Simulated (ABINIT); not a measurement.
# KI (Fm-3m): refractive index against wavelength

The refractive index of KI (Fm-3m) below the direct gap (3.96 eV on the mesh) is read from one computed spectrum, n = √(Re ε).

Symmetry: Fm-3m, No. 225, cubic system. Conventional cell: a = 7.066 Å, b = 7.066 Å, c = 7.066 Å, α = 90.00°, β = 90.00°, γ = 90.00°. I on site b has 6 K at 3.53 Å as nearest neighbours. K on site a is surrounded by 6 I at 3.53 Å.

Method: ABINIT 10.8.3, PBE, independent particles, k-mesh 9×9×9, Lorentzian half width 0.05 eV.

Launch of the response step: `optic optic.abi`. The run took 1.9 min, its band step included, on 4 threads of Intel(R) Xeon(R) Platinum 8488C (Sapphire Rapids), with other jobs on the host.

```
wavelength (nm)  photon energy E (eV)       n
           1310                 0.946  1.8085
           1064                 1.165  1.8144
            850                 1.459       ?
            700                 1.771  1.8385
            633                 1.959  1.8485
            532                 2.331  1.8730
            450                 2.755  1.9102
```

In the single-oscillator model n² − 1 = E₀E_d/(E₀² − E²), so 1/(n² − 1) = E₀/E_d − E²/(E₀E_d) is linear in E².

Working, on the rows shown:

| x = E² (eV²) | y = 1/(n² − 1) |
| --- | --- |
| 0.895757 | 0.440398 |
| 1.35784 | 0.436291 |
| 3.13716 | 0.420154 |
| 3.83641 | 0.413744 |
| 5.43137 | 0.398704 |
| 7.59115 | 0.37752 |

Means: x̄ = 3.7083, ȳ = 0.41447. Σ(x − x̄)(y − ȳ) = -0.2982, Σ(x − x̄)² = 31.82. Slope = -0.2982 / 31.82 = -0.00937; intercept = ȳ − slope · x̄ = 0.44922. Turned back into n, the line misses the rows shown by at most 0.001.

Q: Predict the last column of the withheld row from the fit.

A: At x = 2.1276 the line gives y = 0.42928, that is 1.8247. The run gave 1.8245, so the interpolation is off by 0.00019, 0.2 % of the range in the table.

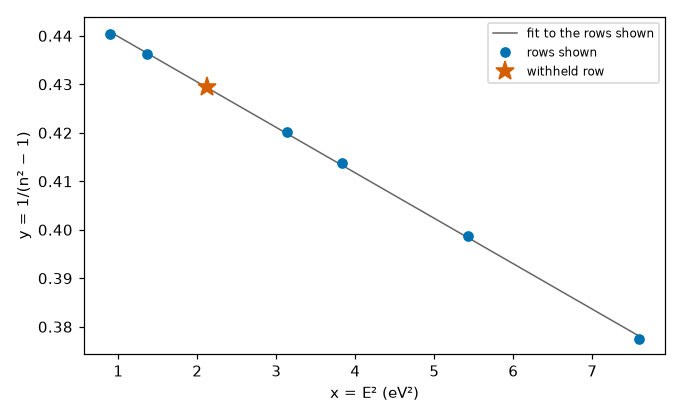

Refitted with all rows, the slope is -0.009375 and the intercept 0.44925. These give E₀ = √(intercept/−slope) = 6.92 eV and E_d = E₀/intercept = 15.4 eV; E₀ is 1.7 times the direct gap. The electronic limit at long wavelengths, without lattice vibrations, is n = √(1 + 1/intercept) = 1.796. Excitons are left out and so are local fields; PBE gaps are as a rule too small. The values come from a sum over the points of one k-mesh and carry its error, which grows as the direct gap shrinks. Spin-orbit coupling is left out.

[Logs are printed without paths, hosts, clocks, repeated set-up lines and the standing remarks that a program may print on its own settings, such as how far it seeks lower states.]
